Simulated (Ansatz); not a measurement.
Input

```
crystal:
  lattice:
    - [0.0, 2.0424476542, 1.8999513062]
    - [1.8999513062, 0.0, 1.8999513062]
    - [1.8999513062, 2.0424476542, 0.0]
  atoms:
    - { symbol: Rh, position: [0.0, 0.0, 0.0] }
basis:
  ecutwfc: 500
kpoints:
  mp_grid: { grid: [28, 28, 28] }
hamiltonian:
  xc: r2scan
scf:
  occupations: { method: gaussian, width: 0.15 }
output:
  forces: true
  stress: true
  eigenvalues: true
  write_density: true
  write_potential: true
  elf: true
  volumetric_format: npy
```

Run with:

```sh
ansatz run input.yaml --threads 1 --pin off --max-ram 2560MiB --backend cpu --events-out ev --progress --plain --runs-dir out
```

Below, planes, directions and counts refer to the conventional cell (a = 2.69 Å, b = 2.69 Å, c = 4.08 Å, α = 90.00°, β = 90.00°, γ = 90.00°).

Space group I4/mmm; changed on purpose from its base cell (strain +0.0750 x Voigt [0, 1, 0, 0, 0, 0], atoms carried along); computed pressure about −16 GPa in this cell; computed without spin polarisation.

Theory: DFT r2SCAN, scalar-relativistic, plane waves, PAW (Ansatz).

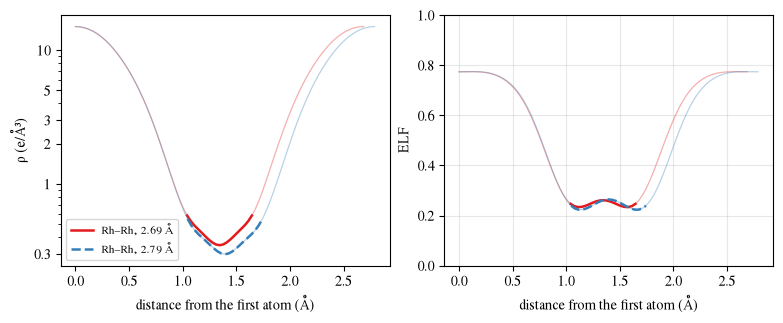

Rh. Valence electron density and ELF along straight lines between neighbouring atoms. Thin, pale parts lie inside the atomic spheres.

Core electrons are frozen (PAW), and the valence fields are smoothed inside the atomic spheres.

Q: Compare the contacts.

A: Rh–Rh (2.69 Å): ρ is about 0.35 e/Å³ halfway; the ELF is about 0.25 at the midpoint (no localised pair shows between them).
Rh–Rh (2.79 Å): the density is about 0.3 e/Å³ at the midpoint; the ELF is about 0.25 at the midpoint (no localised pair shows between them).
